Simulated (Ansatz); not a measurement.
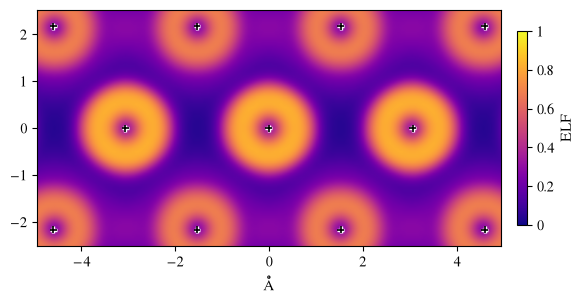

The electron localisation function on a plane through atoms (crosses mark nuclei in the plane).

The calculation used Ansatz, DFT PBE, scalar-relativistic, plane waves, PAW.

Candidates:
A. LiTaO$_{2}$, a = 2.93 Å, b = 2.93 Å, c = 16.59 Å, α = 90.00°, β = 90.00°, γ = 120.00°. Space group R-3m; started from the layered alpha-NaFeO2 prototype, which need not be the ambient phase; not relaxed (largest force 0.6 eV/Å); computed pressure about −11 GPa in this cell.
B. AlRu (slab), a = 3.00 Å, b = 3.00 Å, c = 25.51 Å, α = 90.00°, β = 90.00°, γ = 90.00°. Not relaxed (largest force 1.5 eV/Å); computed without spin polarisation.
C. IrO, a = 3.07 Å, b = 3.07 Å, c = 3.07 Å, α = 90.00°, β = 90.00°, γ = 90.00°. Space group Pm-3m; started from the CsCl (B2) prototype, which need not be the ambient phase; computed pressure about −34 GPa in this cell; the program warned that a starting moment wasn't kept; spin-polarised, but the moments vanished.

Q: Which candidate gave the map?

A: Candidate C: IrO on the (101̄) plane of the conventional cell, which holds Ir and O. Ir–O (2.66 Å): the ELF is about 0.15 at the midpoint (no localised pair shows between them).
